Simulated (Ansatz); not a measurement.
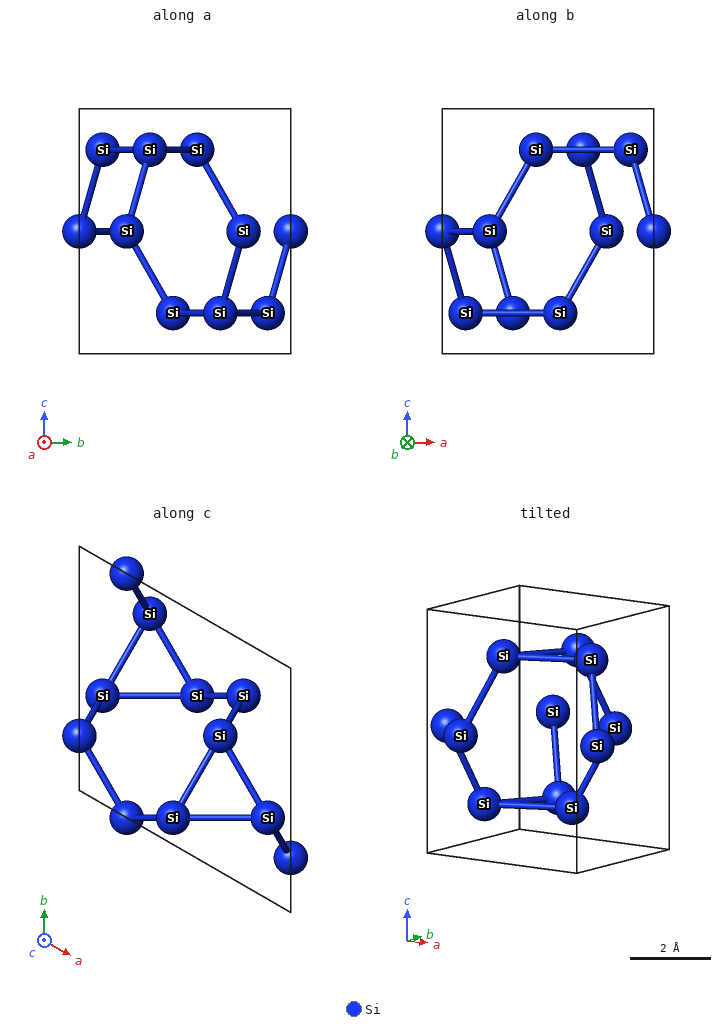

Crystal structure, ball-and-stick style, seen along the a axis, along the b axis, along the c axis and slightly off an axis. Thin lines show the conventional unit cell, with boundary atoms drawn in all their periodic places.

Lattice parameters: a = 6.131 Å, b = 6.131 Å, c = 6.154 Å, α = 90.00°, β = 90.00°, γ = 120.00°.

**Give the structure in the form of a table of Wyckoff sites, with free fractional coordinates to two decimals.**

Space group R32:H (No. 155).
```json
{"atom": "Si", "site": "9e", "x": "0.22", "y": "0.00", "z": "0.50"}
```

The starting point was a structure type filled with this element by a generator (whether the element takes this form wasn't checked). The final geometry of a relaxation with DFT PBE, scalar-relativistic, plane waves, PAW (Ansatz) is shown.
